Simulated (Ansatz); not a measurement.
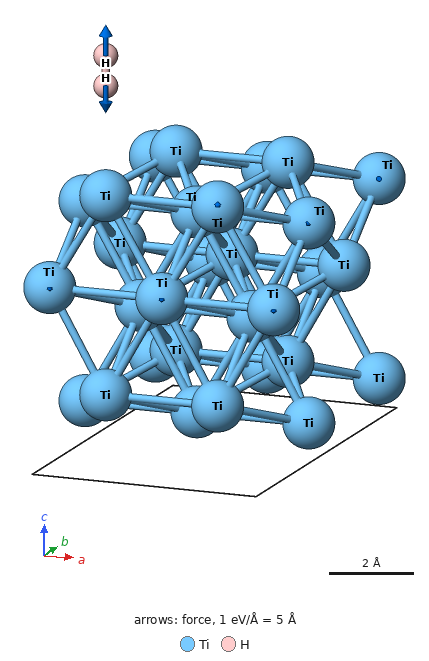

Starting geometry of a slab of composition Ti12H (cut from the P6_3/mmc phase) with the computed forces as blue arrows. Style: ball-and-stick. Shown: the cell of the calculation, outlined in the plane, without the vacuum, slightly off an axis.

Case: 1 H2 a cell, upright, over a top Ti site. The slab is the (1 0 0) face of Ti with H2 on it. 12 atoms are held fixed.

All numbers below come from Ansatz, DFT PBE+D3(BJ), scalar-relativistic, plane waves, PAW. Settings: plane-wave cutoff 420 eV; k-point mesh 3 × 2 × 1; occupations gaussian; smearing width 0.1 eV; no spin polarisation; dipole correction; atoms relaxed in a fixed cell; force threshold 0.04 eV/Å; at most 100 steps.

### What follows when this structure is relaxed?

It isn't relaxed: the largest force vector, on an H atom, is 0.15 eV/Å. The final displacements have little in common with the starting forces (cosine between the two patterns 0.10). An H atom moves most: 0.14 Å along the normal (+c). Largest moves by element: H 0.14 Å, Ti 0.01 Å. The lattice vectors keep their values. Among the contacts that change: Ti–Ti 2.811 → 2.823 Å, Ti–Ti 2.811 → 2.802 Å, H–H 0.750 → 0.755 Å, Ti–Ti 2.886 → 2.882 Å. After 2 geometry steps the energy has fallen by 1.9 meV per cell of the calculation. The largest force component goes from 0.15 to 0.033 eV/Å.

Limits of the set-up: the periodic images lie only 5.8 Å apart, so the values are limited by the cell's size.
